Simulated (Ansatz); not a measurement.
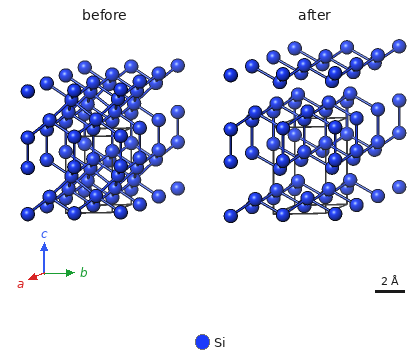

The structure of crystalline Si (a generated structure, set up in P-3m1) (coarse preliminary run) before (left) and after (right) a relaxation, at one scale.

Style: ball-and-stick. Shown: the cell of the calculation, repeated 3 × 2 × 2 with one cell outlined, slightly off an axis.

Computed with DFT PBE, scalar-relativistic, plane waves, PAW (Ansatz 0.2.0). Settings: plane-wave cutoff 420 eV; k-point mesh 6 × 6 × 4; occupations gaussian; smearing width 0.1 eV; no spin polarisation; cell and atoms relaxed; force threshold 0.04 eV/Å; at most 70 steps.

Q: Describe what moved and what it gained.

A: After 7 accepted moves (10 points after the start) the energy has fallen by 2.889 eV per cell of the calculation. Largest force component: 1.9 eV/Å at the start, 0.013 eV/Å at the end. The pressure goes from 55.10 to −0.01 GPa. The line search rejected the trial step at point 5 of the run. At 2 points the geometry stayed and the basis and grid were re-selected for the new cell (energy shift of 28.7 meV per cell of the calculation at most each time). The largest moves relative to the cell, 0.26 Å, are those of Si atoms. The drawn cell changes as follows: a = b 3.326 → 3.735 Å (+12.3 %), c 5.541 → 6.274 Å (+13.2 %); the volume changes by +42.8 %. Among the contacts that change: Si–Si 3.005 → 3.647 Å, Si–Si 2.302 → 2.916 Å, Si–Si 2.184 → 2.368 Å. Bond angles that change, for instance: Si–Si–Si 99.1° → 104.1°, Si–Si–Si 118.5° → 114.4°. The space group stays P-3m1 (No. 164). Cost: 14 s on 1 thread of Arm Neoverse V1, on a shared host, peak memory 0.32 GiB.
